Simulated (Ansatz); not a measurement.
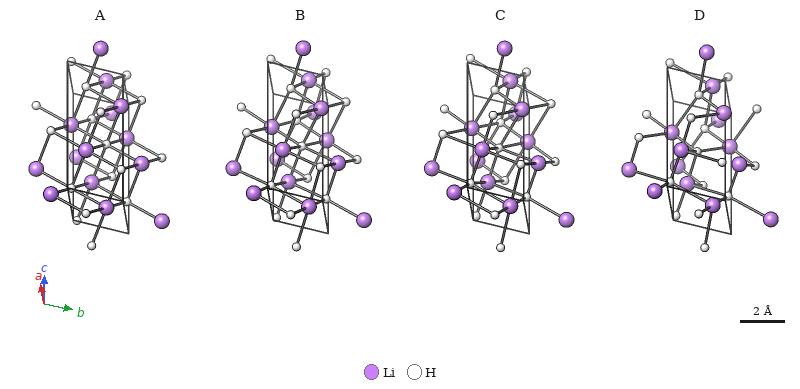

4 geometries from one relaxation of solid LiH (built on the HgS-154 type type), in shuffled order. The picture is a ball-and-stick view of the cell of the calculation, seen from a free direction.

Level of theory: DFT, PBEsol, plane waves, PAW (Ansatz 0.2.0). Settings: plane-wave cutoff 420 eV; k-point mesh 9 × 9 × 4; occupations fermi dirac; smearing width 0.03 eV; no spin polarisation; cell and atoms relaxed; force threshold 0.01 eV/Å; at most 120 steps.

**Order the frames from highest to lowest energy.**

D, C, B, A. They are steps 0, 1, 2, 8, at +238 meV per atom, +107 meV per atom, +33.3 meV per atom relative to the last. The energy falls by 238 meV per atom in 6 accepted moves (8 points after the start). Largest force component: 1.4 eV/Å at the start, under 0.0001 eV/Å at the end. Pressure: 7.52 GPa at the start and 0.00 GPa at the end. The SCF was repeated twice at an unchanged geometry on a basis and grid sized afresh for the cell, which shifted the energy by less than 0.05 meV per atom at most. The largest moves relative to the cell, 0.59 Å, are those of H atoms. By element the largest moves are H 0.59 Å, Li 0.26 Å. The drawn cell changes as follows: a = b 2.944 → 2.814 Å (−4.4 %), c 6.476 → 6.893 Å (+6.4 %); the volume changes by −2.8 %. Among the contacts that change: H–Li 1.588 → 1.990 Å, Li–Li 2.486 → 2.814 Å, H–Li 2.317 → 1.990 Å, H–Li 2.267 → 1.990 Å. Among the angles between lasting bonds that change: Li–H–Li 103.0° → 90.0°, H–Li–H 177.2° → 180.0°. The space group (tolerance 0.01 Å) goes from P3_221 (No. 154) to Fm-3m (No. 225). The run took 5.7 s on 2 threads of Intel(R) Xeon(R) Platinum 8488C (Sapphire Rapids), on a shared host, peak memory 0.39 GiB.
